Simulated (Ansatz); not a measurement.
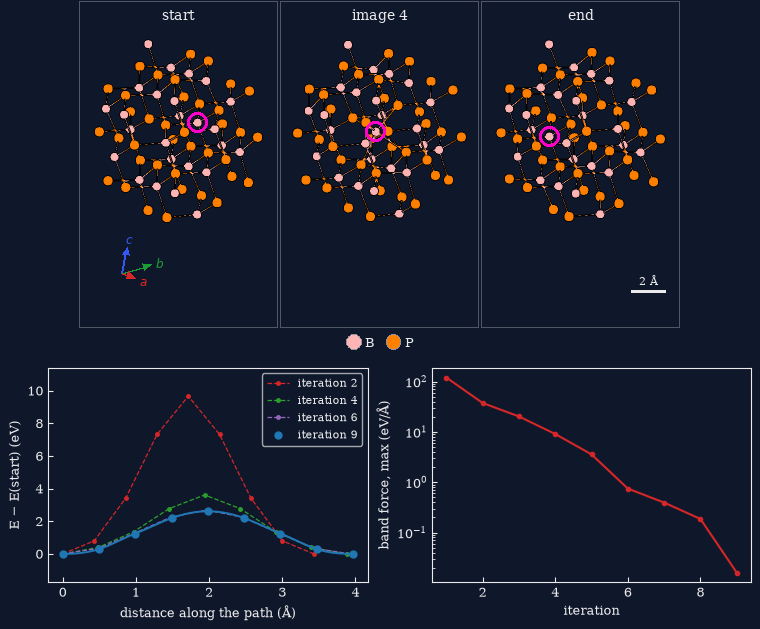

A search for the minimum-energy path of a defect cell of composition B$_{7}$P$_{8}$ (cell charge −3) with a B vacancy (15 atoms in the cell) by the nudged elastic band. Images are numbered from 0 (start) to 8 (end). The plot follows the band through its iterations. The picture is a ball-and-stick view of the atoms within 5.8 Å of the middle of the path, seen from a free direction. The moving atom is ringed, with any periodic copies. Bonds to atoms that aren't drawn are left out.

Theory: Ansatz 0.2.0, DFT PBEsol, scalar-relativistic, plane waves, PAW. Run with plane-wave cutoff 420 eV; k-point mesh 4 × 4 × 4; Gaussian smearing 0.05 eV; 7 movable images; climbing image from the first iteration; force threshold 0.05 eV/Å; iteration limit 60.

**How did the profile develop, and is the result final?**

The run is converged, with reservations. The band converged in 9 iterations. The largest component of the band force went from 120 to 0.016 eV/Å. The climbing image converged on the top of the path. Its curvatures weren't checked. The first iteration put the highest image at 31.59 eV. The barrier is about 2.62 eV in both directions, with image 4 at the top; the ends have the same energy.

Limits of the set-up: the periodic images lie only 6.4 Å apart, so the values are limited by the cell's size; the cell is charged, on a uniform background, and energies carry no finite-size correction.
